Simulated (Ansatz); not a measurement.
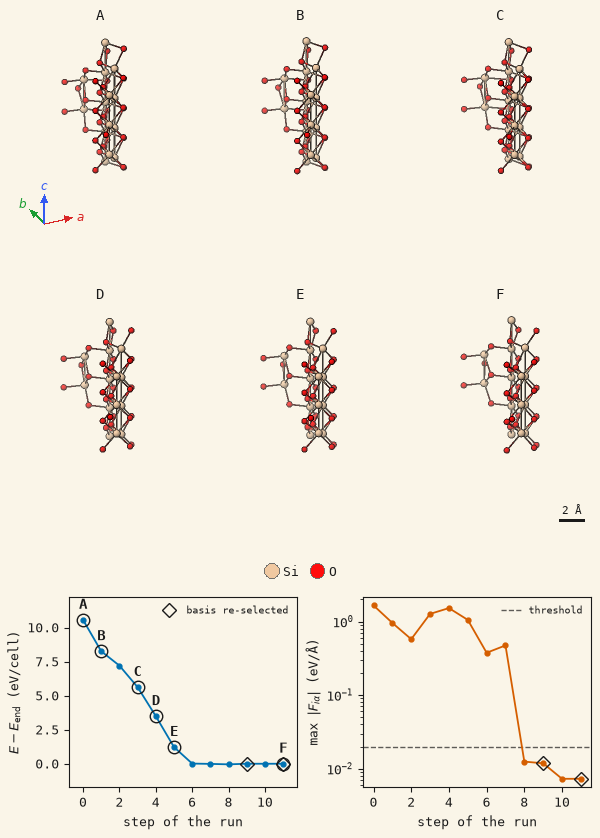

Frames of a relaxation of a wire of composition SiO$_{2}$, marked on the history of the run. A ball-and-stick model of the atoms within 5.8 Å of the atom that moves most (axes of the 3 repeat of the cell, with the vacuum cut short), seen from a free direction.

Case: (6,6) tube.

These are results of Ansatz 0.2.0, DFT PBE, scalar-relativistic, plane waves, PAW, not measurements.

Input
```yaml
crystal:
  lattice:
    - [19.1, 0.0, 0.0]
    - [0.0, 19.4, 0.0]
    - [0.0, 0.0, 2.6982476736]
  atoms:
    - { symbol: Si, position: [0.7301081031, 0.5399468299, 0.5] }
    - { symbol: Si, position: [0.6789923294, 0.6478698347, 1.0] }
    - { symbol: Si, position: [0.5799157056, 0.7161712367, 0.5] }
    - { symbol: Si, position: [0.4594257329, 0.7265497304, 0.0] }
    - { symbol: Si, position: [0.3498076024, 0.6762244068, 0.5] }
    - { symbol: Si, position: [0.2804334035, 0.5786798957, 1.0] }
    - { symbol: Si, position: [0.2698918969, 0.4600531701, 0.5] }
    - { symbol: Si, position: [0.3210076706, 0.3521301653, 0.0] }
    - { symbol: Si, position: [0.4200842944, 0.2838287633, 0.5] }
    - { symbol: Si, position: [0.5405742671, 0.2734502696, 0.0] }
    - { symbol: Si, position: [0.6501923976, 0.3237755932, 0.5] }
    - { symbol: Si, position: [0.7195665965, 0.4213201043, 1.0] }
    - { symbol: O, position: [0.7646212152, 0.5948248501, 1.0] }
    - { symbol: O, position: [0.6810115719, 0.7123852964, 0.5] }
    - { symbol: O, position: [0.5489000241, 0.773037274, 1.0] }
    - { symbol: O, position: [0.4036857543, 0.7605291346, 0.5] }
    - { symbol: O, position: [0.2842788089, 0.6782124239, 1.0] }
    - { symbol: O, position: [0.2226741824, 0.5481438382, 0.5] }
    - { symbol: O, position: [0.2353787848, 0.4051751499, 1.0] }
    - { symbol: O, position: [0.3189884281, 0.2876147036, 0.5] }
    - { symbol: O, position: [0.4510999759, 0.226962726, 0.0] }
    - { symbol: O, position: [0.5963142457, 0.2394708654, 0.5] }
    - { symbol: O, position: [0.7157211911, 0.3217875761, 1.0] }
    - { symbol: O, position: [0.7773258176, 0.4518561618, 0.5] }
    - { symbol: O, position: [0.6857117677, 0.5, 0.0] }
    - { symbol: O, position: [0.6608311086, 0.5914199681, 0.5] }
    - { symbol: O, position: [0.5928558839, 0.6583440296, 1.0] }
    - { symbol: O, position: [0.5, 0.6828399363, 0.5] }
    - { symbol: O, position: [0.4071441161, 0.6583440296, 1.0] }
    - { symbol: O, position: [0.3391688914, 0.5914199681, 0.5] }
    - { symbol: O, position: [0.3142882323, 0.5, 1.0] }
    - { symbol: O, position: [0.3391688914, 0.4085800319, 0.5] }
    - { symbol: O, position: [0.4071441161, 0.3416559704, 1.0] }
    - { symbol: O, position: [0.5, 0.3171600637, 0.5] }
    - { symbol: O, position: [0.5928558839, 0.3416559704, 0.0] }
    - { symbol: O, position: [0.6608311086, 0.4085800319, 0.5] }
basis:
  ecutwfc: 420
kpoints:
  mp_grid: { grid: [1, 1, 17] }
hamiltonian:
  xc: pbe
scf:
  occupations: { method: gaussian, width: 0.05 }
output:
  forces: true
  stress: true
  eigenvalues: true
  populations: true
  write_density: true
  write_potential: true
  elf: true
  volumetric_format: npy
relax:
  adjacent_minimum: "off"
  f_tol: 0.02
  max_steps: 45
  cell: { fix: [a, b, alpha, beta, gamma], stress_tol: 0.03 }
```

Run as
```bash
ansatz run input.yaml --threads 8 --pin off --max-ram 18432MiB --backend cpu --events-out ev --progress --plain --runs-dir out
```

Question: Describe the path.

Answer: The largest moves relative to the layer's centre, 1.05 Å, are those of 24 atoms (O13, O14, O15, O16 and others). Largest moves by element: O 1.05 Å, Si 0.99 Å. Along the periodic axis the drawn cell goes c 8.095 → 7.774 Å (−4.0 %). Near-neighbour distances that change, for instance: Si11–O22 1.932 → 2.911 Å, Si11–Si12 2.675 → 3.071 Å, Si11–O23 1.841 → 1.675 Å, Si11–Si11 2.698 → 2.591 Å. Bonds break: Si11–O22 (1.93 → 2.91 Å), Si12–O23 (1.93 → 2.91 Å), Si1–O24 (1.93 → 2.91 Å), Si2–O13 (1.93 → 2.91 Å). Among the angles between lasting bonds that change: Si1–O25–Si12 102.5° → 117.7°, Si1–O25–Si1 99.2° → 89.0°, Si1–O13–Si1 94.3° → 101.4°. The energy falls by 10.564 eV per cell of the calculation in 9 accepted moves (11 points after the start). The largest force component goes from 1.7 to 0.0073 eV/Å. At 2 points the geometry stayed and the basis and grid were re-selected for the new cell (energy shift of 45.5 meV per cell of the calculation at most each time). The run took 3.1 min on 8 threads of Intel(R) Xeon(R) 6975P-C (Granite Rapids) (shared host), peak memory 5.7 GiB. From step 0 to 1: O atoms move most (0.17 Å), energy −2.306 eV per cell of the calculation. From step 1 to 3: O atoms move most (0.33 Å), energy −2.635 eV per cell of the calculation. From step 3 to 4: O atoms move most (0.19 Å), energy −2.131 eV per cell of the calculation. From step 4 to 5: O atoms move most (0.19 Å), energy −2.270 eV per cell of the calculation. From step 5 to 11: O atoms move most (0.24 Å), energy −1.223 eV per cell of the calculation.

| step | E − E(0), meV/atom | largest force component, eV/Å | note |
| --- | --- | --- | --- |
| 0 | 0.00 | 1.6556 |  |
| 1 | -64.05 | 0.9563 |  |
| 2 | -93.34 | 0.5756 |  |
| 3 | -137.23 | 1.2694 |  |
| 4 | -196.44 | 1.5233 |  |
| 5 | -259.48 | 1.0533 |  |
| 6 | -293.12 | 0.3760 |  |
| 7 | -293.77 | 0.4734 |  |
| 8 | -294.71 | 0.0125 |  |
| 9 | -293.44 | 0.0118 | same geometry, new basis |
| 10 | -293.49 | 0.0073 |  |
| 11 | -293.45 | 0.0073 | same geometry, new basis |
